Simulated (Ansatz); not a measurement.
## From Cu to Au

System: Cu (1 atom in the cell).
Method of run A: DFT PBEsol, scalar-relativistic, plane waves, PAW, no spin polarisation (Ansatz 0.2.0).
System of run B: Au (I4/mmm, 1 atom in the cell).

On run A: The structure derives from a Materials Project entry. On run B: The structure was made by swapping elements on the sites of another compound; it need not be a known phase. It belongs to a series of runs on one base structure; here: Cu -> Au on all its sites, cell and atoms relaxed. Text and figures count atoms from 1; the logs count them from 0 in places.

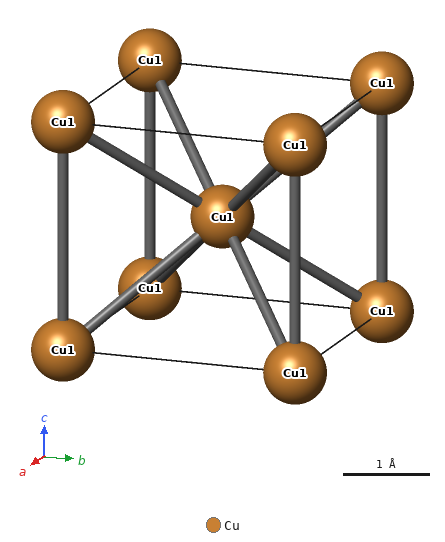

**Figure 1.** The structure (ball-and-stick view of the cell 2 times as large as that of the calculation, set on its symmetry axes, seen slightly off an axis; atoms are numbered from 1 in the order of the input). An atom can appear more than once, as a periodic image.

Input file, run A:
```yaml
crystal:
  lattice:
    - [-1.44279332, 1.44279332, 1.37608145]
    - [1.44279332, -1.44279332, 1.37608145]
    - [1.44279332, 1.44279332, -1.37608145]
  atoms:
    - { symbol: Cu, position: [0.0, 0.0, 0.0] }
basis:
  ecutwfc: 420
kpoints:
  mp_grid: { grid: [8, 8, 8] }
hamiltonian:
  xc: pbesol
scf:
  occupations: { method: gaussian, width: 0.1 }
output:
  forces: true
  stress: true
  eigenvalues: true
```

Command:
```bash
ansatz run input.yaml --threads 1 --pin off --max-ram 2560MiB --backend cpu --events-out ev --progress --plain --runs-dir out
```

Hardware: 1 thread of Intel Xeon (Granite Rapids), 192 GiB of memory available, shared host.

Output, shortened to warnings, some set-up lines, iterations and results (run A):
```
Basis set: ecut = 420 eV, 225 PW (Γ), exchange–correlation on 36×36×36 points (8 copies of the dense FFT grid, shifted against one another)
Symmetry: 16 space group operations
k-points: 59 of 512
Initial density: superposition of atomic densities (neutral atoms: chi_scale 0, normalization atom), corrected by the library's trained network
[...]
SCF iter   1: F=—  HF=-6588.705146 eV  |F-HF|=—  |Δ(HF+E_count)|=         —  Δρ=2.29e-2  dr2=3.16e-2  ethr=1.77e-3  ⟨swp⟩=5.4  Hψ=4119  notcnv=0
SCF iter   2: F=—  HF=-6588.697981 eV  |F-HF|=—  |Δ(HF+E_count)|=   7.17e-3  Δρ=1.12e-3  dr2=3.07e-5  ethr=1.66e-4  ⟨swp⟩=2.8  Hψ=1763  notcnv=0  defer=21
SCF iter   3: F=—  HF=-6588.697987 eV  |F-HF|=—  |Δ(HF+E_count)|=   6.17e-6  Δρ=1.15e-3  dr2=6.40e-5  ethr=1.62e-7  ⟨swp⟩=2.1  Hψ=1380  notcnv=0  defer=21
SCF iter   4: F=—  HF=-6588.698015 eV  |F-HF|=—  |Δ(HF+E_count)|=   2.77e-5  Δρ=1.52e-4  dr2=1.12e-6  ethr=1.62e-7  ⟨swp⟩=1.0  Hψ=804  notcnv=0  defer=21
SCF iter   5: F=-6588.698015 eV  HF=-6588.698015 eV  |F-HF|=2.17e-9  |Δ(HF+E_count)|=   1.81e-7  Δρ=1.02e-5  dr2=5.32e-9  ethr=5.89e-9  ⟨swp⟩=1.0  Hψ=805  notcnv=0  defer=21
SCF iter   6: F=-6588.698015 eV  HF=-6588.698015 eV  |F-HF|=1.82e-12  |Δ(HF+E_count)|=   3.90e-9  Δρ=4.04e-7  dr2=7.44e-12  ethr=2.80e-11  ⟨swp⟩=3.1  Hψ=2848  notcnv=0
SCF 1 converged in 6 iterations: F = -6588.698015 eV  dr2 = 7.44e-12
SCF converged after 6 iterations
Free energy (F): -6588.698015 eV
Harris-Foulkes:  -6588.698015 eV  (|F-HF|=1.82e-12)
Internal energy: -6588.692721 eV  (E = F + TS)
E sigma→0 (E₀):  -6588.695368 eV
Entropy (-TS):   -0.005294 eV (-5.294 meV/atom)
Fermi energy:    17.327257 eV
--- Per-component energies (eV) ---
  E_band       = -350.427409
  E_kinetic    = 300.426798
  E_local      = -3993.213576  (includes V_loc(G=0)·N_el)
  E_nonlocal   = 391.308559
  E_hartree    = 1757.773661
  E_xc         = -89.257588
  E_vxc        = -115.697832  (∫ρ·V_xc dr)
  E_paw        = -1626.002381  (= ΣΔE_a)
  E_vpaw       = -448.799147  (= ΣTr[D̂ρ^β])
  E_aug_tail   = 0.000255  (compensation charges beyond the density's cutoff)
  E_ewald      = -3329.934651
  E_core_change = 0.206202  (= ΣΔE_core)
  E_smearing   = -0.005294  (= −TS)
  E_closure    = 0.000000  (closes the sum)
  Σ components = -6588.698015   (vs F -6588.698015, Δ=0.00e0)
--- Forces (eV/Å), atoms counted from 1 ---
  atom   1  Cu     0.00000000     0.00000000    -0.00000000
  max |Σ_I F_I| component: 1.60e-31 eV/Å
--- Stress (GPa, compression-positive) ---
       -1.386785       0.000000       0.000000
        0.000000      -1.386785       0.000000
        0.000000       0.000000      -0.918538
  P = ⅓ Tr σ = -1.2307 GPa (-12.307 kbar)
```

For run B the input was changed thus:
```diff
-    - [-1.44279332, 1.44279332, 1.37608145]
-    - [1.44279332, -1.44279332, 1.37608145]
-    - [1.44279332, 1.44279332, -1.37608145]
+    - [-1.4744715401, 1.4744715401, 1.3876571783]
+    - [1.4744715401, -1.4744715401, 1.3876571783]
+    - [1.4744715401, 1.4744715401, -1.3876571783]
-    - { symbol: Cu, position: [0.0, 0.0, 0.0] }
+    - { symbol: Au, position: [0.0, 0.0, 0.0] }
```

Predict how the results change.

The total energies belong to different systems, so their difference says nothing on which is more stable or more accurate. The pressure goes from −1.23 to 156.99 GPa. The volume per atom goes from 11.46 to 12.07 Å³. The number of SCF iterations is the same.

Output, shortened to warnings, some set-up lines, iterations and results (run B):
```
Basis set: ecut = 420 eV, 225 PW (Γ), exchange–correlation on 36×36×36 points (8 copies of the dense FFT grid, shifted against one another)
Symmetry: 16 space group operations
k-points: 59 of 512
Initial density: superposition of atomic densities (neutral atoms: chi_scale 0, normalization atom), corrected by the library's trained network
[...]
SCF iter   1: F=—  HF=-13005.367310 eV  |F-HF|=—  |Δ(HF+E_count)|=         —  Δρ=1.30e-2  dr2=1.75e-2  ethr=1.77e-3  ⟨swp⟩=5.0  Hψ=4118  notcnv=0
SCF iter   2: F=—  HF=-13005.360675 eV  |F-HF|=—  |Δ(HF+E_count)|=   6.64e-3  Δρ=2.75e-3  dr2=2.70e-4  ethr=9.20e-5  ⟨swp⟩=2.6  Hψ=1712  notcnv=0  defer=14
SCF iter   3: F=—  HF=-13005.360632 eV  |F-HF|=—  |Δ(HF+E_count)|=   4.30e-5  Δρ=1.19e-3  dr2=5.11e-5  ethr=1.42e-6  ⟨swp⟩=2.5  Hψ=1374  notcnv=0  defer=14
SCF iter   4: F=—  HF=-13005.360636 eV  |F-HF|=—  |Δ(HF+E_count)|=   4.02e-6  Δρ=2.88e-4  dr2=2.89e-6  ethr=2.69e-7  ⟨swp⟩=2.0  Hψ=1120  notcnv=0  defer=14
SCF iter   5: F=-13005.360637 eV  HF=-13005.360637 eV  |F-HF|=3.70e-8  |Δ(HF+E_count)|=   1.45e-6  Δρ=3.88e-5  dr2=4.77e-8  ethr=1.52e-8  ⟨swp⟩=3.0  Hψ=1355  notcnv=0  …
SCF iter   6: F=-13005.360637 eV  HF=-13005.360637 eV  |F-HF|=6.55e-11  |Δ(HF+E_count)|=   4.26e-8  Δρ=3.02e-6  dr2=2.95e-10  ethr=2.51e-10  ⟨swp⟩=3.2  Hψ=2937  notcnv=0
SCF 1 converged in 6 iterations: F = -13005.360637 eV  dr2 = 2.95e-10
SCF converged after 6 iterations
Free energy (F): -13005.360637 eV
Harris-Foulkes:  -13005.360637 eV  (|F-HF|=6.55e-11)
Internal energy: -13005.357095 eV  (E = F + TS)
E sigma→0 (E₀):  -13005.358866 eV
Entropy (-TS):   -0.003542 eV (-3.542 meV/atom)
Fermi energy:    32.512585 eV
--- Per-component energies (eV) ---
  E_band       = -27.863692
  E_kinetic    = 618.923142
  E_local      = -1183.455082  (includes V_loc(G=0)·N_el)
  E_nonlocal   = 77.779581
  E_hartree    = 552.767860
  E_xc         = -232.133936
  E_vxc        = -282.008505  (∫ρ·V_xc dr)
  E_paw        = -9566.759685  (= ΣΔE_a)
  E_vpaw       = -364.639717  (= ΣTr[D̂ρ^β])
  E_aug_tail   = 0.001390  (compensation charges beyond the density's cutoff)
  E_ewald      = -3272.789844
  E_core_change = 0.309479  (= ΣΔE_core)
  E_smearing   = -0.003542  (= −TS)
  E_closure    = -0.000000  (closes the sum)
  Σ components = -13005.360637   (vs F -13005.360637, Δ=0.00e0)
--- Forces (eV/Å), atoms counted from 1 ---
  atom   1  Au     0.00000000     0.00000000     0.00000000
  max |Σ_I F_I| component: 1.48e-31 eV/Å
--- Stress (GPa, compression-positive) ---
      158.324704       0.000000      -0.000000
        0.000000     158.324704      -0.000000
        0.000000       0.000000     154.317823
  P = ⅓ Tr σ = 156.9891 GPa (1569.891 kbar)
```

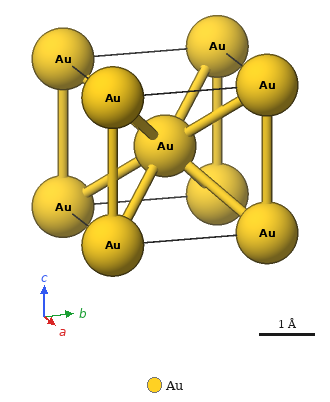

**Figure 2.** The input structure of run B (ball-and-stick view of the cell 2 times as large as that of the calculation, set on its symmetry axes, seen slightly off an axis). An atom can appear more than once, as a periodic image.

The two runs side by side:

| quantity | run A | run B |
| --- | --- | --- |
| outcome | converged | converged |
| free energy per atom (eV) | −6588.6980 | −13005.3606 |
| energy per atom, smearing taken to zero (eV) | −6588.6954 | −13005.3589 |
| gap on the mesh (eV) | 0.00 | 0.00 |
| pressure (GPa) | −1.23 | 156.99 |
| volume per atom (Å³) | 11.46 | 12.07 |
| largest force (eV/Å) | 0.000 | 0.000 |
| SCF iterations | 6 | 6 |
| irreducible k-points | 59 | 59 |
| plane waves at Γ | 225 | 225 |
| wall time (shared host) | 0.52 s | 0.54 s |

For run B: Spin–orbit coupling is left out, which matters for Au. The cell is under a pressure of 157 GPa at this level, so it is not at its equilibrium volume.
